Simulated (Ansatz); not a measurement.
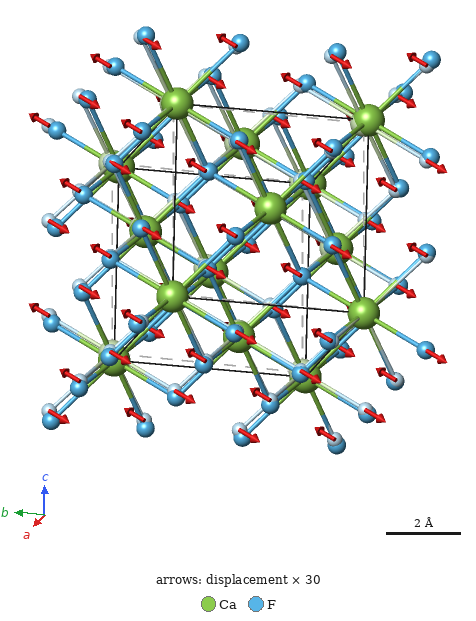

Solid CaF2 (built on the fluorite type) at its r2SCAN-relaxed geometry, drawn pale, and a changed version of it, drawn solid. The red arrows show how the atoms are displaced (without the part that the change of the cell carries along), magnified 30 times. Style: ball-and-stick. Shown: the conventional cell (4 times the calculation's cell), from a free direction. Lengths and directions refer to the drawn axes.

Computed with DFT, r2SCAN, plane waves, PAW (Ansatz 0.2.0). Settings: plane-wave cutoff 500 eV; k-point mesh 8 × 8 × 8; occupations fixed; no spin polarisation.

### What was done to the structure, and with what result?

The cell is strained by −2.7 % along [1 1 1] and +3.0 % across it (volume +3.2 %). The atoms and the free axis were relaxed with r2SCAN under that strain, and this is a single point on that geometry. Some distances before and after: Ca–F 2.355 → 2.317 to 2.403 Å. The space group (tolerance 0.01 Å) goes from Fm-3m (No. 225) to R-3m (No. 166). Energy change: +9.8 meV per atom. Pressure: 0.0 GPa before, −2.5 GPa after. The principal stresses (compression positive) are 0.0 GPa along [1 1 1] and −3.8 GPa across it. The forces stay under 0.01 eV/Å. The band gap goes from 8.03 to 7.85 eV.
